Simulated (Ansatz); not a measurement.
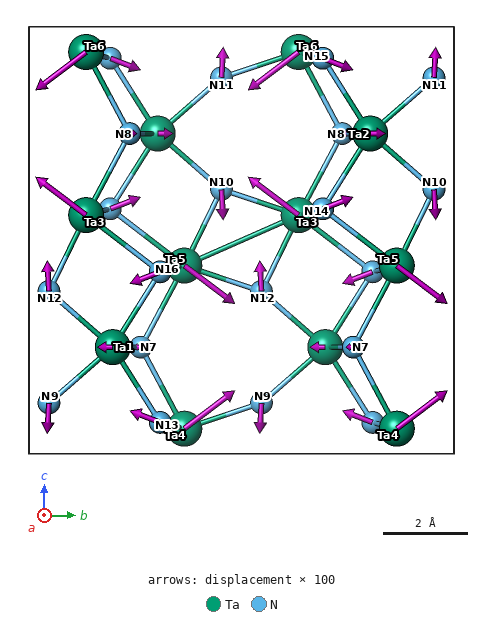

A relaxation of solid Ta₃N₅ (set up in Cmcm). The starting structure is drawn; purple arrows show the displacements (the part carried along by the change of the cell is left out), 100 times their true length.

The picture is a ball-and-stick view of the conventional cell (2 times the calculation's cell), seen along the a axis. Lengths and directions refer to the drawn axes.

The calculation used Ansatz 0.2.0, DFT r2SCAN, scalar-relativistic, plane waves, PAW. (plane-wave cutoff 500 eV; k-point mesh 8 × 8 × 4; occupations gaussian; smearing width 0.02 eV; no spin polarisation; cell and atoms relaxed; force threshold 0.005 eV/Å; at most 80 steps)

### Describe the change and its energy.

The largest moves relative to the cell, 0.015 Å, are those of Ta3, Ta4, Ta5 and Ta6. Ta5 goes along [0 3 −2]. By element the largest moves are Ta 0.015 Å, N 0.008 Å. The volume changes by +0.5 %, with a 3.886 → 3.872 Å (−0.4 %), b 10.212 → 10.261 Å (+0.5 %), c 10.262 → 10.296 Å (+0.3 %). Near-neighbour distances that change, for instance: Ta3–Ta5 3.287 → 3.317 Å, Ta1–Ta3 3.235 → 3.257 Å, Ta3–N16 2.240 → 2.261 Å, Ta1–N12 2.035 → 2.046 Å. The space group stays Cmcm (No. 63). Over 5 accepted moves (7 points after the start) the energy falls by 16.7 meV per cell of the calculation. Largest force component: 0.25 eV/Å at the start, 0.0013 eV/Å at the end. The pressure goes from 0.98 to 0.00 GPa. The line search rejected the trial step at point 5 of the run. The SCF was repeated once at an unchanged geometry on a basis and grid sized afresh for the cell, which shifted the energy by 0.4 meV per cell of the calculation at most. Cost: 5.5 min on 4 threads of Intel(R) Xeon(R) Processor @ 2.70GHz, on a shared host, peak memory 1.9 GiB.
